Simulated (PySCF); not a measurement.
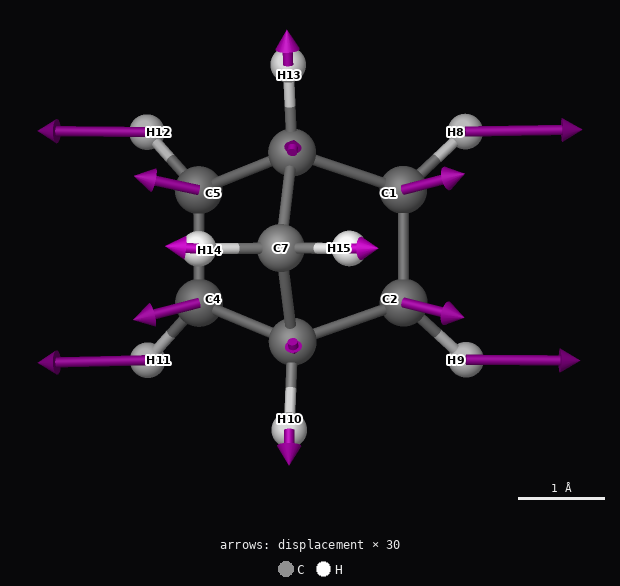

A relaxation of C7H8. The starting structure is drawn; purple arrows show the displacements, 30 times their true length. The two geometries are superimposed by the best rigid fit.

A ball-and-stick model, seen face on.

The start comes from GFN2-xTB.

The calculation used PySCF, PBE0-D3(BJ)/def2-SVP geometry optimisation, gas phase. 

Which element moves most?

Answer. Hydrogen: up to 0.046 Å, against 0.028 Å for carbon.

Describe the change and its energy.

Answer. After 3 geometry steps the energy has fallen by 6.84 kJ/mol. Largest force component: 0.5 eV/Å at the start, 0.0034 eV/Å at the end. The largest moves after the best rigid fit, 0.046 Å, are those of H atoms. Largest moves by element: H 0.046 Å, C 0.028 Å. Some distances before and after: C–H 1.073 → 1.091 Å, C–C 1.522 → 1.535 Å, C–C 1.324 → 1.336 Å, C–C 1.540 → 1.548 Å.
